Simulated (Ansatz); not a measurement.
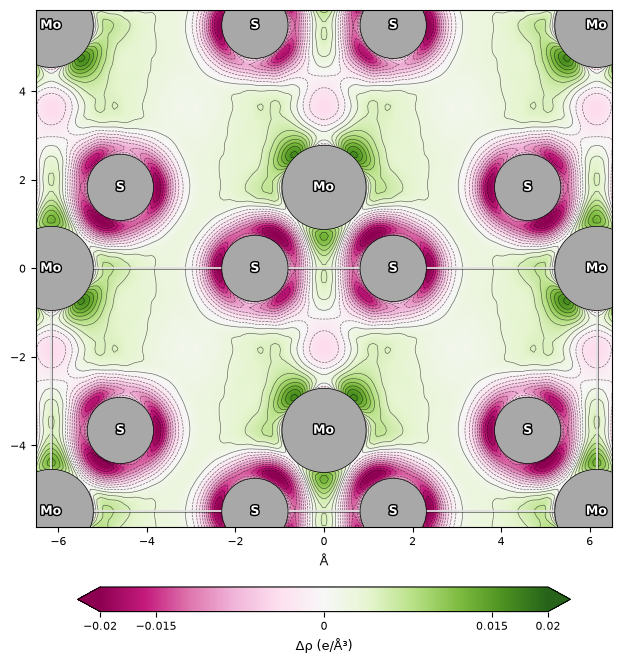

MoS2. Difference of the valence pseudo-densities of two functionals at the same geometry, on the (110) plane of the calculation cell: one of LDA and r2SCAN less the other.

Both computed with Ansatz (plane waves, PAW), on the same k-point mesh. Grey discs cover the atomic cores.

### Which was subtracted from which, and what does the map show?

It is LDA less r2SCAN. Against r2SCAN, LDA gives more density around Mo (+0.006 e/Å³ on average at 1.1 Å from the nucleus), less density around S (−0.015 e/Å³ on average at 0.9 Å from the nucleus) and a change of −0.009 e/Å³ at the midpoint of Mo–S.
